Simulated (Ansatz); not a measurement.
# Si: what the fields show

The calculation's input:

```
crystal:
  lattice:
    - [2.1950119205, 0.0, -3.1419082324]
    - [-3.3200379563, -5.7504456475, 0.0180644489]
    - [-3.3200379563, 5.7504456475, 0.0180644489]
  atoms:
    - { symbol: Si, position: [0.875047384, 0.4583883921, 0.7917217255] }
    - { symbol: Si, position: [0.875047384, 0.7917217255, 0.4583883921] }
    - { symbol: Si, position: [0.875047384, 0.1250550588, 0.1250550588] }
    - { symbol: Si, position: [0.124952616, 0.2082782745, 0.5416116079] }
    - { symbol: Si, position: [0.124952616, 0.5416116079, 0.2082782745] }
    - { symbol: Si, position: [0.124952616, 0.8749449412, 0.8749449412] }
basis:
  ecutwfc: 420
kpoints:
  mp_grid: { grid: [12, 8, 8] }
hamiltonian:
  xc: pbe
  dispersion: d3bj
scf:
  occupations: { method: gaussian, width: 0.01 }
output:
  forces: true
  stress: true
  eigenvalues: true
  write_density: true
  write_potential: true
  elf: true
  volumetric_format: npy
relax:
  adjacent_minimum: "off"
  f_tol: 0.015
  max_steps: 60
  cell: { stress_tol: 0.15 }
```

Launched as:

```sh
ansatz run input.yaml --threads 1 --pin off --max-ram 2560MiB --backend cpu --events-out ev --progress --plain --runs-dir out
```

The fields are those of the relaxed geometry.

Space group Fd-3m; a structure from a database of computed crystals, not necessarily the ambient phase.

Theory: Ansatz 0.2.0, DFT PBE+D3(BJ), scalar-relativistic, plane waves, PAW.

The density is the valence pseudo-density of a PAW calculation; it isn't the true density close to the nuclei.

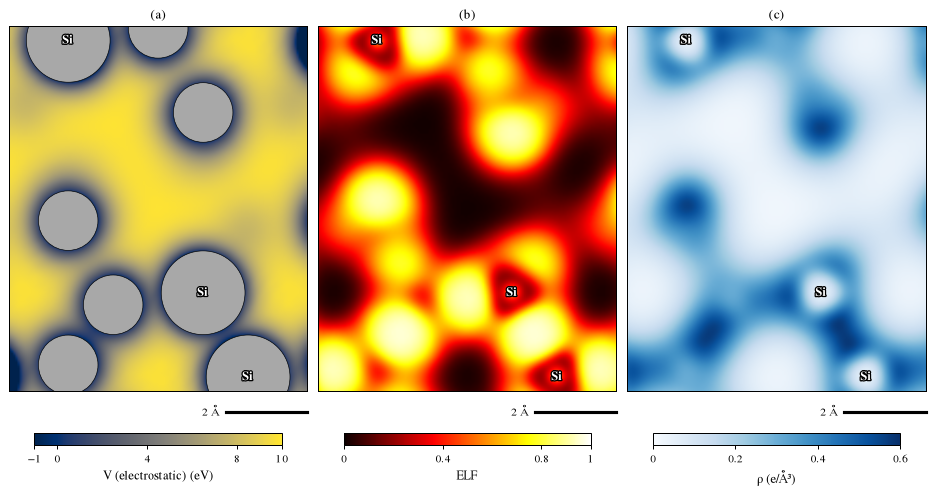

Figure 1. (a) electrostatic potential energy of an electron; (b) electron localisation function; (c) valence electron density on the (110) plane of the calculation cell. Grey discs cover the atomic cores in the potential map.

What does the map show?

- Atoms in the plane: Si.
- Atoms just off the plane (Si, 0.7 Å away) can leave unmarked features too.
- Si–Si (2.35 Å): ρ is about 0.57 e/Å³ halfway; the ELF peaks at about 0.95 between the atoms; a covalent bond.
- Between the atoms the lowest density in this plane is 0.02 e/Å³.
- Outside the cores the potential energy rises away from the atoms and is highest about 2.3 Å from the nearest atoms; its zero is arbitrary.

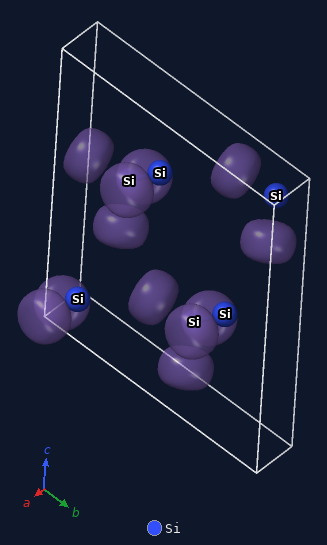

Figure 2. Isosurface of the electron localisation function at 0.8 (purple), seen slightly off an axis. Only the valence region is drawn (cores and ρ < 0.01 e/Å³ removed). Sticks mark near contacts.

Describe the localisation domains.

The ELF exceeds this value in twelve regions between bonded Si–Si atoms (shared pairs), counted in one cell of 6 atoms. Any copies at cell faces, edges or corners count once.

Does the calculation give a band gap?

It is gapped, with a Kohn–Sham gap of 0.60 eV on the k-point mesh (the band edges may lie off the mesh, which would make the gap smaller).
